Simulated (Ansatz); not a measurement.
**WS₂: a changed input and its effect**

System: WS₂ (P-1, 6 atoms in the cell).
Method of the first run: DFT, LDA, plane waves, PAW, PAW set soft_1, no spin polarisation (Ansatz 0.2.0).

The structure derives from a Materials Project entry. Text and figures count atoms from 1; the logs count them from 0 in places.

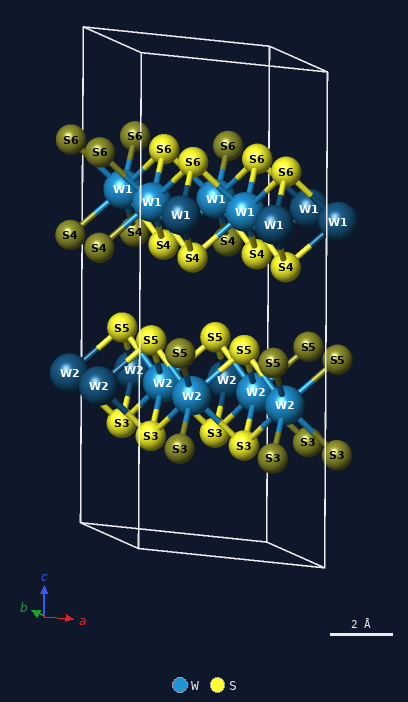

Fig. 1: The structure as given in the input (ball-and-stick view of the 2 × 2 repeat of the cell, with the vacuum cut short, seen slightly off an axis; neighbours outside the cell are drawn fainter; atoms are numbered from 1 in the order of the input). An atom can appear more than once, as a periodic image.

### The input, the first run
```yaml
crystal:
  lattice:
    - [3.1264167816, -0.0859764615, -0.0859764615]
    - [-1.6376661906, 2.7505445864, -0.031469569]
    - [-0.6419207899, -0.6419207899, 23.3425741786]
  atoms:
    - { symbol: W, position: [0.3333333333, 0.6666666667, 0.630275736] }
    - { symbol: W, position: [0.6666666667, 0.3333333333, 0.369724264] }
    - { symbol: S, position: [0.3333333333, 0.6666666667, 0.3028928957] }
    - { symbol: S, position: [0.6666666667, 0.3333333333, 0.5633280735] }
    - { symbol: S, position: [0.3333333333, 0.6666666667, 0.4366719265] }
    - { symbol: S, position: [0.6666666667, 0.3333333333, 0.6971071043] }
basis:
  precision: f64
  ecutrho_ratio: 8
kpoints:
  mp_grid: { grid: [12, 12, 2] }
hamiltonian:
  xc: lda
  pseudopotentials: { kind: paw, azcp: { folder: soft_1 } }
scf:
  occupations: { method: gaussian, width: 0.05 }
  eigensolver: { kind: davidson }
output:
  forces: true
  eigenvalues: true
  stress: true
```

Command:
```bash
ansatz run input.yaml --threads 2 --pin off --max-ram 4096MiB --backend cpu --events-out ev --progress --plain --runs-dir out
```

Hardware: 2 threads of Arm Neoverse N1, 98 GiB of memory available, shared host.

### Output, shortened to warnings, some set-up lines, iterations and results (the first run)
```
Warning: [file] the record states the generating functional pbe (its physics header spells it `PBE`), which answers neither for hamiltonian.xc's functional nor for the lda family's — results may be inconsistent (PPs are generated against a specific XC)
Warning: [file] the record states the generating functional pbe (its physics header spells it `PBE`), which answers neither for hamiltonian.xc's functional nor for the lda family's — results may be inconsistent (PPs are generated against a specific XC)
Basis set: ecut = 420 eV, 3839 PW (Γ)
Symmetry: 2 space group operations
k-points: 148 of 288
Initial density: superposition of atomic densities (neutral atoms: chi_scale 0, normalization atom)
[...]
SCF iter   1: F=—  HF=-23745.427007 eV  |F-HF|=—  |Δ(HF+E_count)|=         —  Δρ=3.26e-2  dr2=2.50e0  ethr=4.80e-3  ⟨swp⟩=3.2  Hψ=24134  notcnv=0
SCF iter   2: F=—  HF=-23744.560150 eV  |F-HF|=—  |Δ(HF+E_count)|=   8.67e-1  Δρ=1.21e-2  dr2=2.53e-1  ethr=4.80e-3  ⟨swp⟩=3.5  Hψ=12868  notcnv=0
SCF iter   3: F=—  HF=-23744.604510 eV  |F-HF|=—  |Δ(HF+E_count)|=   4.44e-2  Δρ=9.13e-3  dr2=8.75e-1  ethr=4.86e-4  ⟨swp⟩=6.0  Hψ=14247  notcnv=0  defer=130  recentre
SCF iter   4: F=—  HF=-23744.543368 eV  |F-HF|=—  |Δ(HF+E_count)|=   6.11e-2  Δρ=6.20e-3  dr2=4.26e-1  ethr=4.86e-4  ⟨swp⟩=5.6  Hψ=14043  notcnv=0  defer=43
SCF iter   5: F=—  HF=-23744.511937 eV  |F-HF|=—  |Δ(HF+E_count)|=   3.14e-2  Δρ=3.49e-3  dr2=1.04e-1  ethr=4.86e-4  ⟨swp⟩=5.0  Hψ=12226  notcnv=0  defer=22
SCF iter   6: F=—  HF=-23744.499453 eV  |F-HF|=—  |Δ(HF+E_count)|=   1.25e-2  Δρ=8.78e-4  dr2=3.58e-3  ethr=8.60e-6  ⟨swp⟩=3.3  Hψ=19628  notcnv=0
SCF iter   7: F=—  HF=-23744.499143 eV  |F-HF|=—  |Δ(HF+E_count)|=   3.10e-4  Δρ=3.46e-4  dr2=6.83e-4  ethr=6.88e-6  ⟨swp⟩=3.9  Hψ=10235  notcnv=0  defer=3
SCF iter   8: F=—  HF=-23744.499060 eV  |F-HF|=—  |Δ(HF+E_count)|=   8.32e-5  Δρ=1.59e-4  dr2=1.53e-4  ethr=1.31e-6  ⟨swp⟩=2.7  Hψ=8575  notcnv=0  defer=3
SCF iter   9: F=—  HF=-23744.499053 eV  |F-HF|=—  |Δ(HF+E_count)|=   6.85e-6  Δρ=3.11e-5  dr2=9.15e-6  ethr=2.95e-7  ⟨swp⟩=4.0  Hψ=10557  notcnv=0  defer=1
SCF iter  10: F=—  HF=-23744.499052 eV  |F-HF|=—  |Δ(HF+E_count)|=   7.05e-7  Δρ=1.20e-5  dr2=1.82e-6  ethr=1.76e-8  ⟨swp⟩=3.0  Hψ=8995  notcnv=0  defer=1
SCF iter  11: F=-23744.499052 eV  HF=-23744.499052 eV  |F-HF|=8.28e-8  |Δ(HF+E_count)|=   4.68e-8  Δρ=2.27e-6  dr2=8.61e-8  ethr=3.50e-9  ⟨swp⟩=4.0  Hψ=25627  notcnv=0
SCF iter  12: F=—  HF=-23744.499052 eV  |F-HF|=—  |Δ(HF+E_count)|=   7.37e-9  Δρ=2.47e-6  dr2=1.03e-7  ethr=1.00e-12  ⟨swp⟩=1.0  Hψ=4440  notcnv=0
SCF iter  13: F=-23744.499052 eV  HF=-23744.499052 eV  |F-HF|=2.84e-8  |Δ(HF+E_count)|=   7.08e-9  Δρ=1.89e-6  dr2=2.98e-8  ethr=1.48e-12 (applied; sched 1.00e-12)  ⟨swp⟩=5.0 …
SCF 1 converged in 13 iterations: F = -23744.499052 eV  dr2 = 2.98e-8
  Residual-converged pass: the last iteration was solved by the pass's rule, and is the pass (adopted: true)  max |occ|·‖R‖ = 6.7e-6 eV (tolerance 6.7e-6 eV)  dr2=2.98e-8  dr2_onsite=2.06e-10
SCF converged after 13 iterations
Free energy (F): -23744.499052 eV
Harris-Foulkes:  -23744.499052 eV  (|F-HF|=2.84e-8)
Internal energy: -23744.499052 eV  (E = F + TS)
E sigma→0 (E₀):  -23744.499052 eV
Fermi energy:    4.182688 eV
--- Per-component energies (eV) ---
  E_band       = -789.203546
  E_kinetic    = 1278.004615
  E_local      = -33084.042815  (includes V_loc(G=0)·N_el)
  E_nonlocal   = 104.157150
  E_hartree    = 16044.111352
  E_xc         = -888.034887
  E_vxc        = -799.329479  (∫ρ·V_xc dr)
  E_paw        = -18957.062059  (= ΣΔE_a)
  E_vpaw       = -376.216809  (= ΣTr[D̂ρ^β])
  E_aug_tail   = -0.000001  (compensation charges beyond the density's cutoff)
  E_ewald      = 11757.188303
  E_core_change = 1.179289  (= ΣΔE_core)
  E_smearing   = -0.000000  (= −TS)
  E_closure    = -0.000000  (closes the sum)
  Σ components = -23744.499052   (vs F -23744.499052, Δ=0.00e0)
--- Forces (eV/Å), atoms counted from 1 ---
  atom   1  W      0.71550055     0.06157637     0.26907655
  atom   2  W     -0.71550055    -0.06157637    -0.26907655
  atom   3  S     -0.62475913    -0.95009703    -0.09959098
  atom   4  S     -1.31766160    -0.97389688    -0.35806399
  atom   5  S      1.31766160     0.97389688     0.35806399
  atom   6  S      0.62475913     0.95009703     0.09959098
  max |Σ_I F_I| component: 1.11e-16 eV/Å
--- Stress (GPa, compression-positive) ---
        0.904416       3.374273       4.914089
        3.374273       1.091107       4.935556
        4.914089       4.935556       0.935324
  P = ⅓ Tr σ = 0.9769 GPa (9.769 kbar)
```

For the second run the input was changed thus:
```diff
-  precision: f64
-  ecutrho_ratio: 8
+  ecutwfc: 420
-  eigensolver: { kind: davidson }
```

How does the second run compare with the first run?

The energy doesn't change within 0.01 meV per atom. The SCF takes 10 iterations against 13. On the same kind of shared host the second run took about 0.58 times as long.

### Output, shortened to warnings, some set-up lines, iterations and results (the second run)
```
Warning: [file] the record states the generating functional pbe (its physics header spells it `PBE`), which answers neither for hamiltonian.xc's functional nor for the lda family's — results may be inconsistent (PPs are generated against a specific XC)
Warning: [file] the record states the generating functional pbe (its physics header spells it `PBE`), which answers neither for hamiltonian.xc's functional nor for the lda family's — results may be inconsistent (PPs are generated against a specific XC)
Basis set: ecut = 420 eV, 3839 PW (Γ)
Symmetry: 2 space group operations
k-points: 148 of 288
Initial density: superposition of atomic densities (neutral atoms: chi_scale 0, normalization atom)
[...]
SCF iter   1: F=—  HF=-23745.441668 eV  |F-HF|=—  |Δ(HF+E_count)|=         —  Δρ=3.30e-2  dr2=2.59e0  ethr=3.10e-3  ⟨swp⟩=10.7  Hψ=29873  notcnv=0
SCF iter   2: F=—  HF=-23744.577734 eV  |F-HF|=—  |Δ(HF+E_count)|=   8.64e-1  Δρ=1.25e-2  dr2=3.08e-1  ethr=3.10e-3  ⟨swp⟩=3.7  Hψ=12204  notcnv=0  defer=222
SCF iter   3: F=—  HF=-23744.614617 eV  |F-HF|=—  |Δ(HF+E_count)|=   3.69e-2  Δρ=9.42e-3  dr2=9.44e-1  ethr=5.92e-4  ⟨swp⟩=4.9  Hψ=9938  notcnv=0  defer=74  recentre
SCF iter   4: F=—  HF=-23744.547400 eV  |F-HF|=—  |Δ(HF+E_count)|=   6.72e-2  Δρ=6.41e-3  dr2=4.64e-1  ethr=5.92e-4  ⟨swp⟩=4.0  Hψ=8886  notcnv=0  defer=140
SCF iter   5: F=—  HF=-23744.511091 eV  |F-HF|=—  |Δ(HF+E_count)|=   3.63e-2  Δρ=3.50e-3  dr2=9.16e-2  ethr=5.92e-4  ⟨swp⟩=3.5  Hψ=7534  notcnv=0  defer=150
SCF iter   6: F=—  HF=-23744.499418 eV  |F-HF|=—  |Δ(HF+E_count)|=   1.17e-2  Δρ=8.66e-4  dr2=2.15e-3  ethr=1.76e-4  ⟨swp⟩=2.8  Hψ=7208  notcnv=0
SCF iter   7: F=—  HF=-23744.499235 eV  |F-HF|=—  |Δ(HF+E_count)|=   1.83e-4  Δρ=2.88e-4  dr2=4.06e-4  ethr=4.14e-6  ⟨swp⟩=3.1  Hψ=8768  notcnv=0
SCF iter   8: F=—  HF=-23744.499153 eV  |F-HF|=—  |Δ(HF+E_count)|=   8.22e-5  Δρ=1.08e-4  dr2=3.37e-5  ethr=7.82e-7  ⟨swp⟩=2.1  Hψ=6403  notcnv=0
SCF iter   9: F=—  HF=-23744.499057 eV  |F-HF|=—  |Δ(HF+E_count)|=   9.64e-5  Δρ=1.54e-5  dr2=6.94e-7  ethr=6.47e-8  ⟨swp⟩=3.0  Hψ=9748  notcnv=0
SCF iter  10: F=-23744.499057 eV  HF=-23744.499057 eV  |F-HF|=6.00e-9  |Δ(HF+E_count)|=   1.07e-7  Δρ=3.46e-6  dr2=1.20e-8  ethr=1.92e-10  ⟨swp⟩=7.1  Hψ=26289  notcnv=0
SCF 1 converged in 10 iterations: F = -23744.499057 eV  dr2 = 1.20e-8
SCF converged after 10 iterations
Free energy (F): -23744.499057 eV
Harris-Foulkes:  -23744.499057 eV  (|F-HF|=6.00e-9)
Internal energy: -23744.499057 eV  (E = F + TS)
E sigma→0 (E₀):  -23744.499057 eV
Fermi energy:    4.182699 eV
--- Per-component energies (eV) ---
  E_band       = -789.201709
  E_kinetic    = 1278.003732
  E_local      = -33084.044114  (includes V_loc(G=0)·N_el)
  E_nonlocal   = 104.157011
  E_hartree    = 16044.112905
  E_xc         = -888.034794
  E_vxc        = -799.329369  (∫ρ·V_xc dr)
  E_paw        = -18957.061690  (= ΣΔE_a)
  E_vpaw       = -376.216556  (= ΣTr[D̂ρ^β])
  E_aug_tail   = 0.000300  (compensation charges beyond the density's cutoff)
  E_ewald      = 11757.188303
  E_core_change = 1.179289  (= ΣΔE_core)
  E_smearing   = -0.000000  (= −TS)
  E_closure    = -0.000000  (closes the sum)
  Σ components = -23744.499057   (vs F -23744.499057, Δ=0.00e0)
--- Forces (eV/Å), atoms counted from 1 ---
  atom   1  W      0.71551109     0.06158017     0.26902263
  atom   2  W     -0.71551109    -0.06158017    -0.26902263
  atom   3  S     -0.62476330    -0.95010307    -0.09977810
  atom   4  S     -1.31765974    -0.97389557    -0.35810887
  atom   5  S      1.31765974     0.97389557     0.35810887
  atom   6  S      0.62476330     0.95010307     0.09977810
  max |Σ_I F_I| component: 1.11e-16 eV/Å
--- Stress (GPa, compression-positive) ---
        0.904588       3.374292       4.914124
        3.374292       1.091285       4.935596
        4.914124       4.935596       0.935475
  P = ⅓ Tr σ = 0.9771 GPa (9.771 kbar)
```

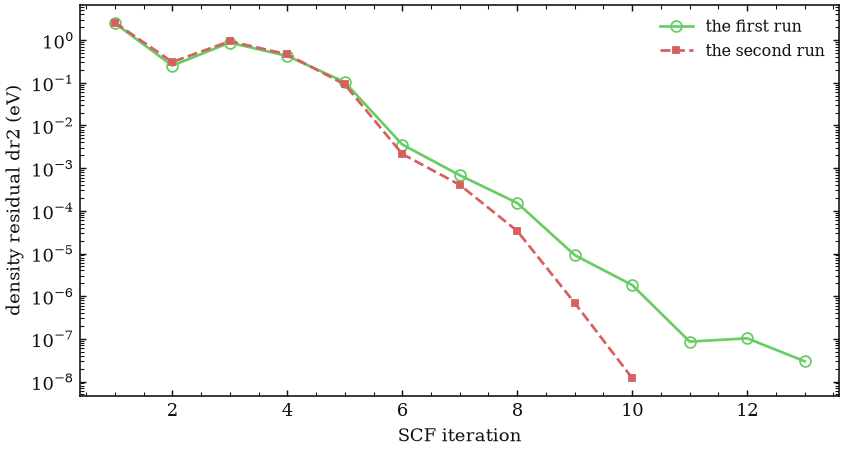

Fig. 2: Convergence of the two runs: density residual dr2 against the SCF iteration. The first run takes 13 iterations in all, and the second run takes 10.

### The two runs side by side

| quantity | the first run | the second run |
| --- | --- | --- |
| outcome | converged | converged |
| free energy per atom (eV) | −3957.4165 | −3957.4165 |
| gap on the mesh (eV) | 1.24 | 1.24 |
| pressure (GPa) | 0.98 | 0.98 |
| largest force (eV/Å) | 1.677 | 1.677 |
| SCF iterations | 13 | 10 |
| irreducible k-points | 148 | 148 |
| plane waves at Γ | 3839 | 3839 |
| wall time (shared host) | 96 s | 55 s |

For both runs: Warnings: the PAW datasets were made with another functional. Spin–orbit coupling is left out, which matters for W.
